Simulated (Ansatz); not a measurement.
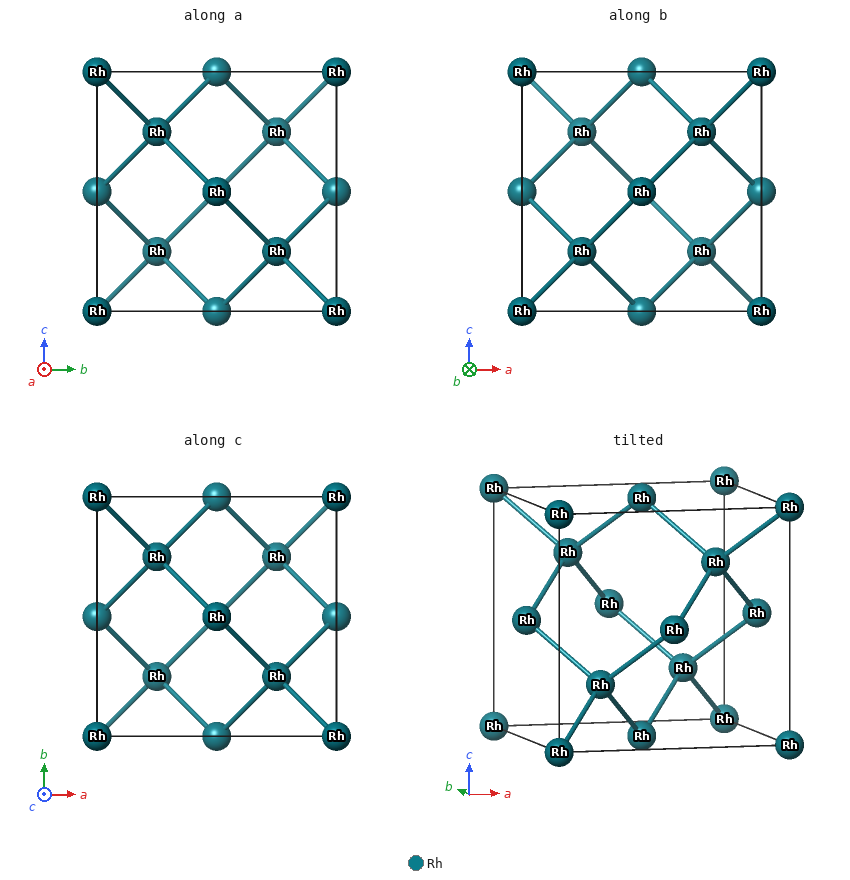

Ball-and-stick drawing of the structure, looking along the a axis, along the b axis, along the c axis and slightly off an axis. Atoms at the boundary of the conventional unit cell (the box) are drawn once for each face, edge or corner they touch.

Lattice parameters: a = 5.443 Å, b = 5.443 Å, c = 5.443 Å, α = 90.00°, β = 90.00°, γ = 90.00°.

Q: Write down what is shown as a table of Wyckoff sites.

A: Space group Fd-3m:1 (No. 227).
```csv
atom,site,x,y,z
Rh,8a,0.2500,0.7500,0.7500
```

The initial geometry was a structure type filled with this element by a generator (whether the element takes this form wasn't checked). Earlier steps of the study may have refined or changed the cell and positions. It was the input of a calculation with Ansatz.

At this level of theory the cell isn't at rest (compressed, at 6 GPa), so its distances can differ from those at equilibrium, the more so the softer the solid.
